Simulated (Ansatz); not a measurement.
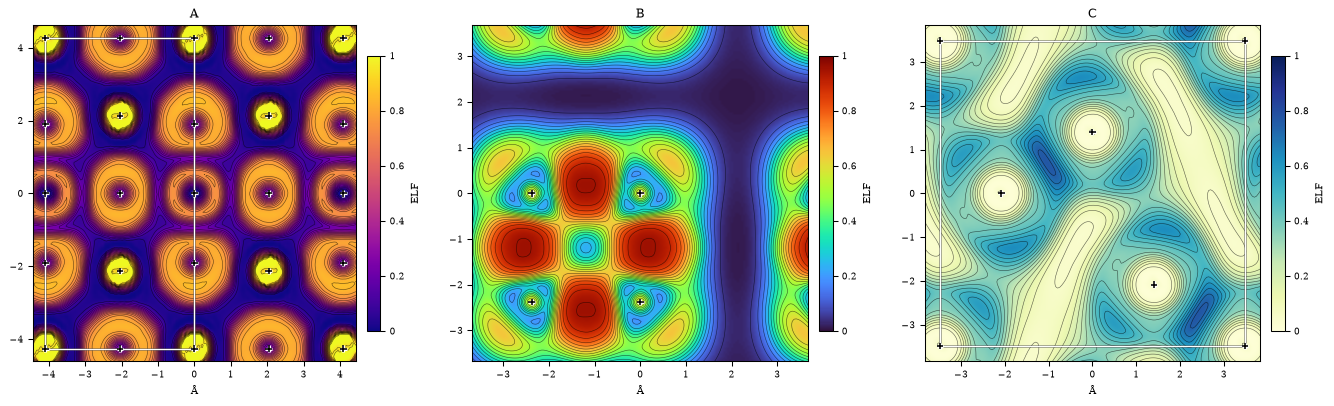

The electron localisation function of 3 systems, each on a plane through atoms (crosses mark nuclei in the plane).

Level of theory: DFT r2SCAN, scalar-relativistic, plane waves, PAW (Ansatz 0.2.0).

System 1: Ge, the (100) plane of the conventional cell. Space group Ia-3; a structure from a database of computed crystals, not necessarily the ambient phase.

```xyz
16
Lattice="6.9683 0.0000 0.0000 0.0000 6.9683 0.0000 0.0000 0.0000 6.9683" Properties=species:S:1:pos:R:3 pbc="T T T"
Ge    4.5256    1.0414    2.4428
Ge    1.0414    4.5256    5.9269
Ge    2.4428    4.5256    1.0414
Ge    5.9269    1.0414    4.5256
Ge    1.0414    2.4428    4.5256
Ge    4.5256    5.9269    1.0414
Ge    2.4428    2.4428    2.4428
Ge    5.9269    5.9269    5.9269
Ge    5.9269    2.4428    1.0414
Ge    2.4428    5.9269    4.5256
Ge    1.0414    5.9269    2.4428
Ge    4.5256    2.4428    5.9269
Ge    2.4428    1.0414    5.9269
Ge    5.9269    4.5256    2.4428
Ge    1.0414    1.0414    1.0414
Ge    4.5256    4.5256    4.5256
```

System 2: Si, the (001) plane of the conventional cell. Space group I4/mmm; a structure from a database of computed crystals, not necessarily the ambient phase.

```
Si
1.0
     6.65466    0.00000    0.00000
     0.00000    6.65466    0.00000
     0.00000    0.00000    3.84376
Si
8
Direct
  0.17875 0.17875 0.00000
  0.67875 0.67875 0.50000
  0.32125 0.32125 0.50000
  0.82125 0.82125 0.00000
  0.82125 0.17875 0.00000
  0.32125 0.67875 0.50000
  0.17875 0.82125 0.00000
  0.67875 0.32125 0.50000
```

System 3: Li3TaO4, the (100) plane of the conventional cell. Space group I4/mmm; a structure from a database of computed crystals, not necessarily the ambient phase.

Q: Which map belongs to which system?

A: Panel A is system 3, Li3TaO4: the plane holds Li, Ta and O. Ta–O (1.92 Å): the ELF peaks at about 0.80 in the valence shell of O, 0.6 Å from its nucleus, and drops to about 0.25 between the two atoms (no shared electron pair shows on this line). Panel B is system 2, Si: the plane holds Si. Panel C is system 1, Ge: the plane holds Ge. Ge–Ge (2.51 Å): the ELF peaks at about 0.75 between the atoms.
